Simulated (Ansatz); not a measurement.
# CoSi2/Si/CoSi2: conductance against the thickness of the layer, part 6 of 6

Aim: the conductance of CoSi2/Si/CoSi2 junctions as the barrier thickens. Both electrodes are CoSi2 fluorite(111) turned by 180 degrees (type B); the barrier is Si diamond(111) (whole bilayers). In the first transport cell, after relaxation, the nearest pair of electrode and barrier is Si–Si at 2.39 Å, along the normal, at the lower face and Si–Si at 2.39 Å, along the normal, at the upper one. All share a net of side 3.829 Å, which strains the lower electrode by +1.0 % and the barrier by -1.0 %, against typed lattice constants near PBE's. The first steps treat the bulk electrodes alone.

Ansatz 0.2.0; PBE DFT, plane waves, PAW files (the session's first sound run).

So far, transmission at the Fermi level (a spin, zone mean): step 4 (T(E) of the junction) 0.147; step 5 (conductance on a fine mesh, atomic planes in the barrier 4, gap between the …) 0.290; step 6 (conductance, 58 atoms) 0.129. Also channels of the lower lead: step 4 1.27; step 6 1.35.

### 8. Conductance, atomic planes in the barrier 12, gap between the electrodes 21.43 Å

Level of this step: PBE DFT, plane waves, PAW files; ballistic transmission by layer matching between semi-infinite leads (Ansatz).

System of this step: CoSi2/Si/CoSi2. The cell holds 64 atoms: 18 Co and 46 Si. Cell: a = 3.829 Å, b = 3.829 Å, c = 86.120 Å, α = 90.0°, β = 90.0°, γ = 120.0°. Regions: left electrode, 26 atoms (9 Co and 17 Si); barrier, 12 atoms (12 Si); right electrode, 26 atoms (17 Si and 9 Co). Vacuum lies along c.

Barrier layers are added or taken out in the middle, and the relaxed faces stay.

input.yaml

```yaml
crystal:
  lattice:
    - [3.829, 0.0, 0.0]
    - [-1.9145, 3.3160112711, 0.0]
    - [0.0, 0.0, 86.1203309759]
  atoms:
    - { symbol: Co, position: [0.33333333, 0.66666667, 0.0812816198] }
    - { symbol: Si, position: [0.0, 0.0, 0.0900057942] }
    - { symbol: Si, position: [0.33333333, 0.66666667, 0.1082119566] }
    - { symbol: Co, position: [0.0, 0.0, 0.116936131] }
    - { symbol: Si, position: [0.66666667, 0.33333333, 0.1256603053] }
    - { symbol: Si, position: [0.0, 0.0, 0.1438664678] }
    - { symbol: Co, position: [0.66666667, 0.33333333, 0.1525906422] }
    - { symbol: Si, position: [0.33333333, 0.66666667, 0.1613148165] }
    - { symbol: Si, position: [0.66666667, 0.33333333, 0.179520979] }
    - { symbol: Co, position: [0.33333333, 0.66666667, 0.1882451533] }
    - { symbol: Si, position: [0.0, 0.0, 0.1969693277] }
    - { symbol: Si, position: [0.33333333, 0.66666667, 0.2151754902] }
    - { symbol: Co, position: [0.0, 0.0, 0.2238996645] }
    - { symbol: Si, position: [0.66666667, 0.33333333, 0.2326238389] }
    - { symbol: Si, position: [0.0, 0.0, 0.2508300013] }
    - { symbol: Co, position: [0.66666667, 0.33333333, 0.2595541757] }
    - { symbol: Si, position: [0.33333333, 0.66666667, 0.2682783501] }
    - { symbol: Si, position: [0.66666667, 0.33333333, 0.2864845125] }
    - { symbol: Co, position: [0.33333333, 0.66666667, 0.2952086869] }
    - { symbol: Si, position: [0.0, 0.0, 0.3039328612] }
    - { symbol: Si, position: [0.33333333, 0.66666667, 0.3221390237] }
    - { symbol: Co, position: [0.0, 0.0, 0.3308631981] }
    - { symbol: Si, position: [0.66666667, 0.33333333, 0.3395873724] }
    - { symbol: Si, position: [0.0, 0.0, 0.3577935349] }
    - { symbol: Co, position: [0.66666667, 0.33333333, 0.3665177092] }
    - { symbol: Si, position: [0.33333333, 0.66666667, 0.3755650589] }
    - { symbol: Si, position: [0.33333333, 0.66666667, 0.4032706192] }
    - { symbol: Si, position: [0.66666667, 0.33333333, 0.4125371656] }
    - { symbol: Si, position: [0.66666667, 0.33333333, 0.440064254] }
    - { symbol: Si, position: [0.0, 0.0, 0.4493867745] }
    - { symbol: Si, position: [0.0, 0.0, 0.4769138687] }
    - { symbol: Si, position: [0.33333333, 0.66666667, 0.4862363892] }
    - { symbol: Si, position: [0.33333333, 0.66666667, 0.5137634833] }
    - { symbol: Si, position: [0.66666667, 0.33333333, 0.5230860039] }
    - { symbol: Si, position: [0.66666667, 0.33333333, 0.550613098] }
    - { symbol: Si, position: [0.0, 0.0, 0.5599356186] }
    - { symbol: Si, position: [0.0, 0.0, 0.5874627127] }
    - { symbol: Si, position: [0.33333333, 0.66666667, 0.5967292814] }
    - { symbol: Si, position: [0.33333333, 0.66666667, 0.6244348563] }
    - { symbol: Co, position: [0.0, 0.0, 0.6334822908] }
    - { symbol: Si, position: [0.66666667, 0.33333333, 0.6422064651] }
    - { symbol: Si, position: [0.0, 0.0, 0.6604126276] }
    - { symbol: Co, position: [0.66666667, 0.33333333, 0.6691368019] }
    - { symbol: Si, position: [0.33333333, 0.66666667, 0.6778609763] }
    - { symbol: Si, position: [0.66666667, 0.33333333, 0.6960671388] }
    - { symbol: Co, position: [0.33333333, 0.66666667, 0.7047913131] }
    - { symbol: Si, position: [0.0, 0.0, 0.7135154875] }
    - { symbol: Si, position: [0.33333333, 0.66666667, 0.7317216499] }
    - { symbol: Co, position: [0.0, 0.0, 0.7404458243] }
    - { symbol: Si, position: [0.66666667, 0.33333333, 0.7491699987] }
    - { symbol: Si, position: [0.0, 0.0, 0.7673761611] }
    - { symbol: Co, position: [0.66666667, 0.33333333, 0.7761003355] }
    - { symbol: Si, position: [0.33333333, 0.66666667, 0.7848245098] }
    - { symbol: Si, position: [0.66666667, 0.33333333, 0.8030306723] }
    - { symbol: Co, position: [0.33333333, 0.66666667, 0.8117548467] }
    - { symbol: Si, position: [0.0, 0.0, 0.820479021] }
    - { symbol: Si, position: [0.33333333, 0.66666667, 0.8386851835] }
    - { symbol: Co, position: [0.0, 0.0, 0.8474093578] }
    - { symbol: Si, position: [0.66666667, 0.33333333, 0.8561335322] }
    - { symbol: Si, position: [0.0, 0.0, 0.8743396947] }
    - { symbol: Co, position: [0.66666667, 0.33333333, 0.883063869] }
    - { symbol: Si, position: [0.33333333, 0.66666667, 0.8917880434] }
    - { symbol: Si, position: [0.66666667, 0.33333333, 0.9099942058] }
    - { symbol: Co, position: [0.33333333, 0.66666667, 0.9187183802] }
kpoints:
  mp_grid: { grid: [8, 8, 1] }
scf:
  occupations: { method: fermi_dirac, width: 0.1 }
  max_iter: 150
hamiltonian:
  xc: pbe
output:
  transmission:
    kmesh: [24, 24]
    e_range: [-0.26, 0.27]
    de: 0.0375
    leads: [[11, 14], [50, 53]]
```

Run with:

```sh
$ ansatz run input.yaml --threads 8 --pin off --max-ram 24576MiB --backend cpu --events-out ev --progress --plain --runs-dir out
```

Numbers of over 12 decimals in the logs are rounded to 6 here.

Log:

```text
[...]
Crystal: 64 atoms, lattice volume = 1093.470 Å³
Basis set: ecut = 420 eV, 21311 PW (Γ)
Bands: 309, of which v1, the nominal top of the filled ones, is band 245 counted from 1 (244 counted from 0)
Symmetry: 12 space group operations
[...]
k-points: 10 of 64
[...]
channels       : 1.348958e0 a spin
[...]
slowest decay  : 0.0396 /Å at (0.3333, 0.2083)
[...]
filled         : 12.5 meV over the level at which it is neutral
    channels       : 1.348958e0 a spin
[...]
slowest decay  : 0.0396 /Å at (0.3333, 0.2083)
  junction   : crystal 0 to crystal 1, 20.82 to 65.30 Å
    transmission   : 8.533273e-3 a spin
[...]
resistance     : 1.8723e-1 Ω µm² beyond half of each lead's own
[key lines of the parts left out:]
SCF converged after 12 iterations
Free energy (F): -121536.796824 eV
Fermi energy:    8.533341 eV
```

It took 3 min on 8 threads of Arm Neoverse V2, shared host; peak memory 14 GiB.

G = 5.3e12 S/m² (1/G = 0.188 Ω µm²), 0.19 times the step before of this kind. The largest error estimate is 14 %, from the mesh across the current. In the worse lead the potential repeats within 5.9 meV, which the program lets pass, though it still puts 5.3 % of error on the junction's conductance through them.

### 9. Conductance on a fine mesh, atomic planes in the barrier 14, gap between the electrodes 24.61 Å

System of this step: CoSi2/Si/CoSi2. The cell holds 66 atoms: 18 Co and 48 Si. Its edges and angles: a = 3.829 Å, b = 3.829 Å, c = 89.294 Å, α = 90.0°, β = 90.0°, γ = 120.0°. Regions: left electrode, 26 atoms (9 Co and 17 Si); barrier, 14 atoms (14 Si); right electrode, 26 atoms (17 Si and 9 Co). Vacuum lies along c.

Barrier layers are added or taken out in the middle, and the relaxed faces stay.

input.yaml

```yaml
crystal:
  lattice:
    - [3.829, 0.0, 0.0]
    - [-1.9145, 3.3160112711, 0.0]
    - [0.0, 0.0, 89.2938319896]
  atoms:
    - { symbol: Co, position: [0.33333333, 0.66666667, 0.0783928727] }
    - { symbol: Si, position: [0.0, 0.0, 0.08680699] }
    - { symbol: Si, position: [0.33333333, 0.66666667, 0.1043661058] }
    - { symbol: Co, position: [0.0, 0.0, 0.1127802232] }
    - { symbol: Si, position: [0.66666667, 0.33333333, 0.1211943406] }
    - { symbol: Si, position: [0.0, 0.0, 0.1387534564] }
    - { symbol: Co, position: [0.66666667, 0.33333333, 0.1471675738] }
    - { symbol: Si, position: [0.33333333, 0.66666667, 0.1555816912] }
    - { symbol: Si, position: [0.66666667, 0.33333333, 0.173140807] }
    - { symbol: Co, position: [0.33333333, 0.66666667, 0.1815549243] }
    - { symbol: Si, position: [0.0, 0.0, 0.1899690417] }
    - { symbol: Si, position: [0.33333333, 0.66666667, 0.2075281575] }
    - { symbol: Co, position: [0.0, 0.0, 0.2159422749] }
    - { symbol: Si, position: [0.66666667, 0.33333333, 0.2243563923] }
    - { symbol: Si, position: [0.0, 0.0, 0.2419155081] }
    - { symbol: Co, position: [0.66666667, 0.33333333, 0.2503296255] }
    - { symbol: Si, position: [0.33333333, 0.66666667, 0.2587437428] }
    - { symbol: Si, position: [0.66666667, 0.33333333, 0.2763028586] }
    - { symbol: Co, position: [0.33333333, 0.66666667, 0.284716976] }
    - { symbol: Si, position: [0.0, 0.0, 0.2931310934] }
    - { symbol: Si, position: [0.33333333, 0.66666667, 0.3106902092] }
    - { symbol: Co, position: [0.0, 0.0, 0.3191043266] }
    - { symbol: Si, position: [0.66666667, 0.33333333, 0.327518444] }
    - { symbol: Si, position: [0.0, 0.0, 0.3450775598] }
    - { symbol: Co, position: [0.66666667, 0.33333333, 0.3534916771] }
    - { symbol: Si, position: [0.33333333, 0.66666667, 0.3622174842] }
    - { symbol: Si, position: [0.33333333, 0.66666667, 0.3889383894] }
    - { symbol: Si, position: [0.66666667, 0.33333333, 0.3978756029] }
    - { symbol: Si, position: [0.66666667, 0.33333333, 0.4244243791] }
    - { symbol: Si, position: [0.0, 0.0, 0.4334155774] }
    - { symbol: Si, position: [0.0, 0.0, 0.4599643592] }
    - { symbol: Si, position: [0.33333333, 0.66666667, 0.4689555576] }
    - { symbol: Si, position: [0.33333333, 0.66666667, 0.4955043394] }
    - { symbol: Si, position: [0.66666667, 0.33333333, 0.5044955377] }
    - { symbol: Si, position: [0.66666667, 0.33333333, 0.5310443195] }
    - { symbol: Si, position: [0.0, 0.0, 0.5400355178] }
    - { symbol: Si, position: [0.0, 0.0, 0.5665842996] }
    - { symbol: Si, position: [0.33333333, 0.66666667, 0.5755754979] }
    - { symbol: Si, position: [0.33333333, 0.66666667, 0.6021242797] }
    - { symbol: Si, position: [0.66666667, 0.33333333, 0.6110615147] }
    - { symbol: Si, position: [0.66666667, 0.33333333, 0.6377824341] }
    - { symbol: Co, position: [0.33333333, 0.66666667, 0.6465083229] }
    - { symbol: Si, position: [0.0, 0.0, 0.6549224402] }
    - { symbol: Si, position: [0.33333333, 0.66666667, 0.672481556] }
    - { symbol: Co, position: [0.0, 0.0, 0.6808956734] }
    - { symbol: Si, position: [0.66666667, 0.33333333, 0.6893097908] }
    - { symbol: Si, position: [0.0, 0.0, 0.7068689066] }
    - { symbol: Co, position: [0.66666667, 0.33333333, 0.715283024] }
    - { symbol: Si, position: [0.33333333, 0.66666667, 0.7236971414] }
    - { symbol: Si, position: [0.66666667, 0.33333333, 0.7412562572] }
    - { symbol: Co, position: [0.33333333, 0.66666667, 0.7496703745] }
    - { symbol: Si, position: [0.0, 0.0, 0.7580844919] }
    - { symbol: Si, position: [0.33333333, 0.66666667, 0.7756436077] }
    - { symbol: Co, position: [0.0, 0.0, 0.7840577251] }
    - { symbol: Si, position: [0.66666667, 0.33333333, 0.7924718425] }
    - { symbol: Si, position: [0.0, 0.0, 0.8100309583] }
    - { symbol: Co, position: [0.66666667, 0.33333333, 0.8184450757] }
    - { symbol: Si, position: [0.33333333, 0.66666667, 0.826859193] }
    - { symbol: Si, position: [0.66666667, 0.33333333, 0.8444183088] }
    - { symbol: Co, position: [0.33333333, 0.66666667, 0.8528324262] }
    - { symbol: Si, position: [0.0, 0.0, 0.8612465436] }
    - { symbol: Si, position: [0.33333333, 0.66666667, 0.8788056594] }
    - { symbol: Co, position: [0.0, 0.0, 0.8872197768] }
    - { symbol: Si, position: [0.66666667, 0.33333333, 0.8956338942] }
    - { symbol: Si, position: [0.0, 0.0, 0.91319301] }
    - { symbol: Co, position: [0.66666667, 0.33333333, 0.9216071273] }
kpoints:
  mp_grid: { grid: [8, 8, 1] }
scf:
  occupations: { method: fermi_dirac, width: 0.1 }
  max_iter: 150
hamiltonian:
  xc: pbe
output:
  transmission:
    kmesh: [24, 24]
    e_range: [-0.26, 0.27]
    de: 0.0375
    leads: [[11, 14], [52, 55]]
```

Log:

```text
[...]
Crystal: 66 atoms, lattice volume = 1133.764 Å³
Basis set: ecut = 420 eV, 22139 PW (Γ)
Bands: 315, of which v1, the nominal top of the filled ones, is band 249 counted from 1 (248 counted from 0)
Symmetry: 12 space group operations
[...]
k-points: 10 of 64
[...]
channels       : 1.348958e0 a spin
[...]
slowest decay  : 0.0408 /Å at (0.3333, 0.2083)
[...]
filled         : 12.8 meV over the level at which it is neutral
    channels       : 1.348958e0 a spin
[...]
slowest decay  : 0.0408 /Å at (0.3333, 0.2083)
  junction   : crystal 0 to crystal 1, 20.82 to 68.48 Å
    transmission   : 3.750495e-3 a spin
[...]
resistance     : 4.1408e-1 Ω µm² beyond half of each lead's own
[key lines of the parts left out:]
SCF converged after 12 iterations
Free energy (F): -122808.410952 eV
Fermi energy:    8.453638 eV
```

Wall time 3.2 min (8 threads); peak memory 14 GiB; 21 min of CPU time.

G = 2.4e12 S/m² (1/G = 0.415 Ω µm²), 0.45 times the step before of this kind. The largest error estimate is 12 %, from the mesh across the current. In the worse lead the potential repeats within 5.9 meV, which the program lets pass, though it still puts 5.5 % of error on the junction's conductance through them.

### 10. Side by side

Times are for 8 threads of Arm Neoverse V2, shared host. The series side by side:

```
no.  gap between the electrodes (Å)  junction conductance (S/m²)  resistance-area product beyond the leads (Ω um²)     time  memory (GiB)
  1                            8.74                      1.73e14                                          0.004552  2.2 min            11
  2                           11.91                      7.99e13                                           0.01128  2.5 min            11
  3                           15.09                      2.82e13                                           0.03422  2.8 min            12
  4                           21.43                      5.31e12                                            0.1872    3 min            14
  5                           24.61                      2.41e12                                            0.4141  3.2 min            14
```

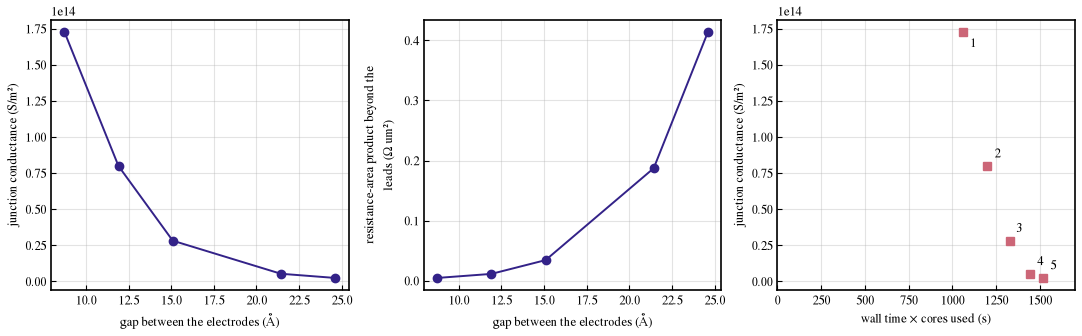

The series as plots; the last panel sets the first result against cost, with the runs numbered as in the table.

The runs together. Table of transmission, zone mean by energy, zero at the Fermi level:

```
energy (eV)   8.74  11.91   15.09    21.43    24.61
     -0.260  0.286  0.127  0.0499   0.0155   0.0123
     -0.223  0.273  0.139  0.0481   0.0139  0.00774
     -0.185  0.301  0.133  0.0563   0.0110  0.00609
     -0.147  0.287  0.128  0.0456   0.0118  0.00564
     -0.110  0.280  0.133  0.0475   0.0136  0.00673
     -0.072  0.274  0.125  0.0450  0.00903  0.00430
     -0.035  0.284  0.128  0.0448  0.00853  0.00394
      0.003  0.290  0.129  0.0445  0.00853  0.00375
      0.040  0.286  0.131  0.0470  0.00840  0.00375
      0.077  0.274  0.130  0.0485  0.00863  0.00379
      0.115  0.274  0.129  0.0497  0.00863  0.00383
      0.152  0.290  0.141  0.0560  0.00981  0.00429
      0.190  0.302  0.158  0.0657   0.0121  0.00519
      0.228  0.276  0.133  0.0555   0.0101  0.00455
      0.265  0.293  0.148  0.0657   0.0134  0.00623
```

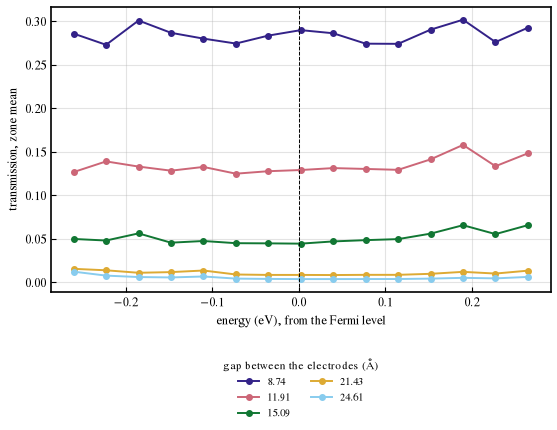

Transmission, zone mean, plotted against energy.

### 11. Decay with thickness

This step: Fit of the logarithm of the conductance against the barrier's thickness, from PBE DFT, plane waves, PAW files (Ansatz 0.2.0).

No new run: the logarithm is fitted against the thickness.

This step gave:

| Quantity | Value |
| --- | --- |
| decay constant of the conductance | 0.27 Å⁻¹ |
| r.m.s. misfit of ln G | 0.06 |

From the end points alone, β = ln(1.73e+14 / 2.41e+12) / 15.87 Å = 4.27 / 15.87 Å = 0.27 Å⁻¹.

### 12. What came out

```json
{"1/G at 8.74 Å gap": "0.00579 Ω um²", "1/G at 24.6 Å gap": "0.415 Ω um²", "decay constant β": "0.27 Å⁻¹"}
```

A fit of ln G against d gives β = 0.27 Å⁻¹, and step by step the slopes are 0.24, 0.33, 0.26 and 0.25 Å⁻¹. They differ by more than a fifth, so the fit is an average; how much of this is a real bend and how much error of the runs wasn't traced. At the Fermi level the layers of the barrier in the wide-window run (6 planes) hold from 0.14 to 0.17 states an eV and atom: none is empty there, through tails of the electrodes' states or through bands of its own. The program's largest error estimate on these conductances is 14 %, from the mesh across the current. No spin-orbit coupling, phonons, disorder or image charges enter; the interfaces are ordered, one cell wide and lattice-matched by strain. Semilocal gaps are too small, which can bring a band edge of the barrier nearer to the Fermi level than it is.

[Logs are printed without paths, hosts, clocks, repeated set-up lines and the standing remarks that a program may print on its own settings, such as how far it seeks lower states.]

[Hosts, paths, dates, database ids (printed as entryN), source tags and the programs' standing remarks are cut or masked in the printed files.]
